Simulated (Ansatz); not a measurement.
System: ZrSe₂.

The calculation's input:

```
crystal:
  lattice:
    - [3.7361353571, 0.0, 0.0]
    - [-1.8680676786, 3.2355881313, 0.0]
    - [0.0, 0.0, 6.0364082036]
  atoms:
    - { symbol: Zr, position: [0.0, 0.0, 0.0] }
    - { symbol: Se, position: [0.3333333333, 0.6666666667, 0.2647471464] }
    - { symbol: Se, position: [0.6666666667, 0.3333333333, 0.7352528536] }
basis:
  ecutwfc: 420
kpoints:
  mp_grid: { grid: [12, 12, 8] }
hamiltonian:
  xc: pbe
  dispersion: d3bj
scf:
  occupations: { method: gaussian, width: 0.1 }
output:
  forces: true
  stress: true
  eigenvalues: true
  write_density: true
  write_potential: true
  elf: true
  volumetric_format: npy
relax:
  adjacent_minimum: "off"
  f_tol: 0.005
  max_steps: 80
  cell: { stress_tol: 0.05 }
```

Command:

```sh
ansatz run input.yaml --threads 4 --pin off --max-ram 9216MiB --backend cpu --events-out ev --progress --plain --runs-dir out
```

Below, planes, directions and counts refer to the conventional cell (a = 3.74 Å, b = 3.74 Å, c = 6.04 Å, α = 90.00°, β = 90.00°, γ = 120.00°).

The fields are those of the relaxed geometry.

Space group P-3m1.

Computed with DFT PBE+D3(BJ), scalar-relativistic, plane waves, PAW (Ansatz 0.2.0).

Q: What will maps of the valence pseudo-density and electron localisation function show?

A: Zr–Se (2.68 Å): ρ at the midpoint is about 0.39 e/Å³; the ELF is about 0.45 at the midpoint.

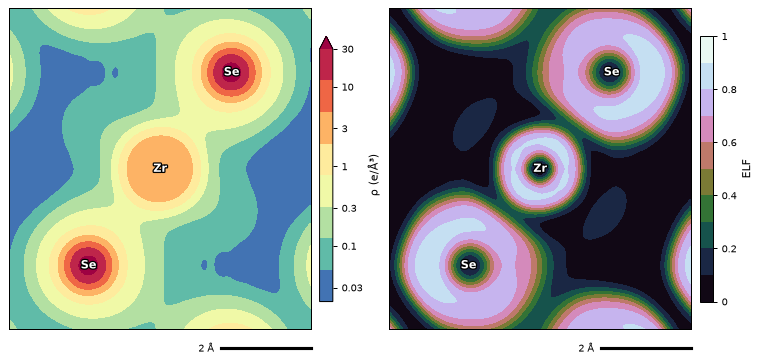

Computed valence pseudo-density and electron localisation function on the (110) plane of the conventional cell, in this order. 

Core electrons are frozen (PAW), and the valence fields are smoothed inside the atomic spheres.
